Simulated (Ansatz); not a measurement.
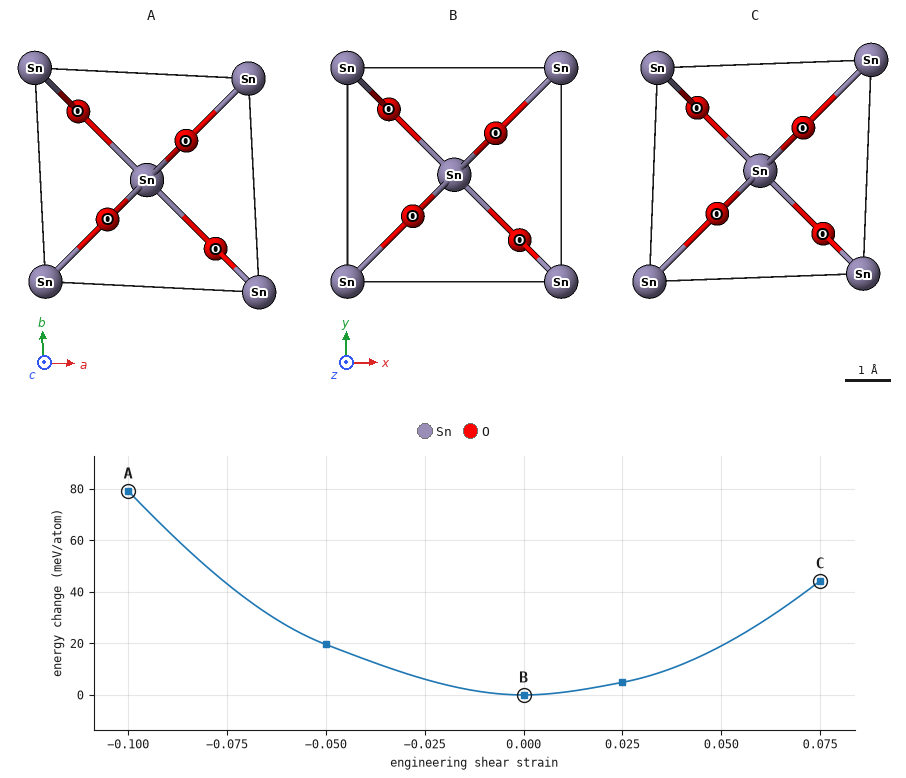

A crystal of SnO₂ (P4_2/mnm): the cell is strained in shear in the xy plane, with the atoms kept at their fractional coordinates. x, y and z are the Cartesian axes of the input. The lettered frames are marked on the plot. Style: ball-and-stick. Shown: the cell of the calculation, repeated 1 × 1 × 2 with one cell outlined, along the c axis.

Method: Ansatz 0.2.0, DFT r2SCAN, scalar-relativistic, plane waves, PAW. Settings: plane-wave cutoff 500 eV; k-point mesh 6 × 6 × 8; occupations gaussian; smearing width 0.05 eV; no spin polarisation. Energies (free energies at the smearing named) are counted from the relaxed crystal.

Read off the main features of the energy profile.

Answer. Of the computed points the lowest is at the strain 0.00, 0.0 meV/atom. The end points stand at 79.2 meV/atom (−0.10) and 44.3 meV/atom (0.075). The distortion takes the space group from P4_2/mnm to Cmmm. At the strain −0.10 the cell of the drawing goes a 4.760 → 4.766 Å, b 4.760 → 4.766 Å, γ 90.0° → 95.7°.
